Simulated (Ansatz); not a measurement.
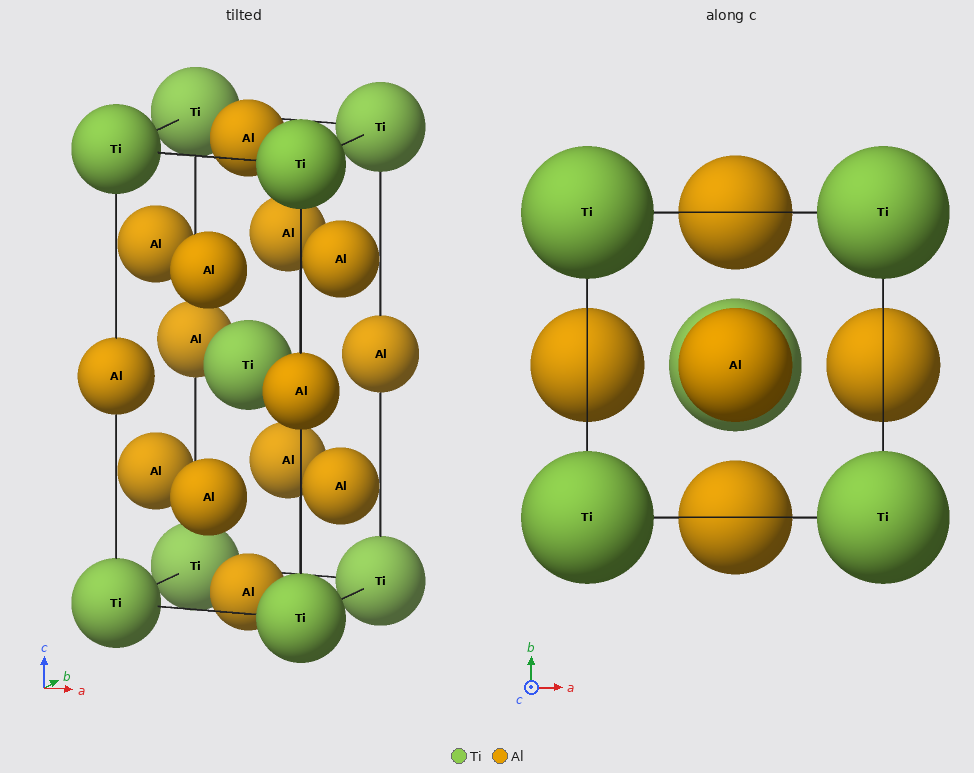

An orthographic spheres-only view of the structure, slightly off an axis and along the c axis. The parallelepiped is the conventional unit cell.

TiAl₃, space group Immm (No. 71), a = 3.70 Å, b = 3.82 Å, c = 8.55 Å, α = 90.00°, β = 90.00°, γ = 90.00°.

Run with Ansatz, DFT PBEsol, scalar-relativistic, plane waves, PAW and these settings: plane-wave cutoff 420 eV, k-points about 0.13 Å⁻¹ apart, Gaussian smearing of 0.15 eV, no spin polarisation.

**What does the calculation say: metal or gapped?**

A metal: bands cross the Fermi level.

**What is the computed pressure?**

The computed pressure is 3.7 GPa (compressed: it would expand). The stress isn't hydrostatic: its largest component is 6.4 GPa.

Origin of the cell: a structure listed in the Materials Project. The cell was then strained or its atoms displaced on purpose. Ansatz was used for an electronic-structure calculation on it.
